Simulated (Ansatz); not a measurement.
InP, space group F-43m (No. 216), a = 5.960 Å, b = 5.960 Å, c = 5.960 Å, α = 90.00°, β = 90.00°, γ = 90.00°

```
site  Wyckoff       x       y       z
  In       4a  0.0000  0.0000  0.0000
   P       4d  0.2500  0.2500  0.7500
```

Origin: coordinates from a relaxation with DFT PBE, scalar-relativistic, plane waves, PAW in Ansatz 0.2.0.

Describe the coordination of In.

InP4: an essentially ideal tetrahedron (coordination number 4, S = 0.00; next best see-saw, S = 9.8). Bonds: 4 × In–P 2.58 Å. The next neighbour, not counted, lies at 4.21 Å.

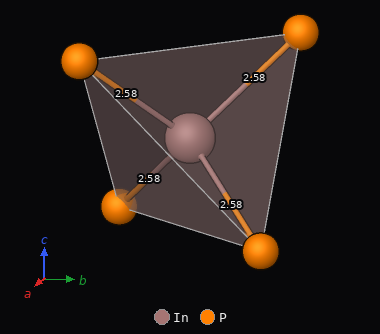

The polyhedron about In. Shape measures S are computed against regular polyhedra or, for capped shapes, the nearer of the equal-edge and equal-bond forms.
